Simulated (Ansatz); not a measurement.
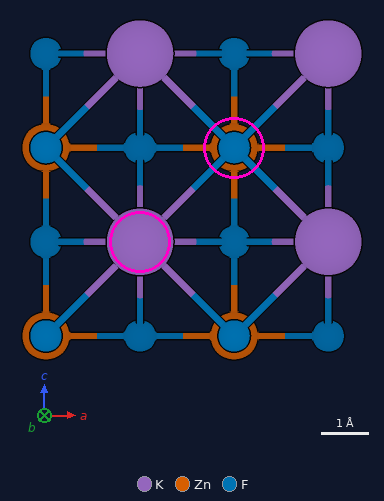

Perfect KZnF₃. A ball-and-stick model of the atoms within 4.6 Å of one point, in a slice 5.0 Å thick across the line of sight, seen along the b axis.

All numbers below come from Ansatz 0.2.0, DFT, PBEsol, PAW, plane waves. Settings: plane-wave cutoff 420 eV; k-point mesh 1 × 1 × 1; mesh shifted by (0.25, 0.25, 0.25); no spin polarisation. Fermi-Dirac smearing of 0.01 eV. The axes drawn are those of the host's conventional cell.

A zinc atom is replaced by potassium and a potassium atom is replaced by zinc, the two sites 3.5 Å apart at the ringed places, in charge state 0. The supercell has 40 sites, and the atoms are relaxed at the host's cell.

### Predict the relaxed surroundings of the defect.

In the host the Zn atom has 6 F at 2.03 Å; the K atom ends with 6 F at 2.33 to 2.49 Å. In the host the K atom has 12 F at 2.87 Å; the Zn atom ends with 4 F at 1.89 to 2.02 Å. Of the host's atoms, a fluorine atom moves furthest from its site, by 0.92 Å. The K atom itself moves 0.40 Å from where it was put. The Zn atom itself moves 0.85 Å from where it was put.

The relaxed defect, seen from the same direction:

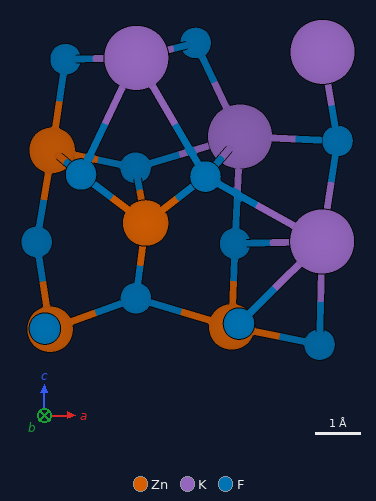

Limits of the set-up: the periodic images lie only 8.1 Å apart, so the values are limited by the cell's size.
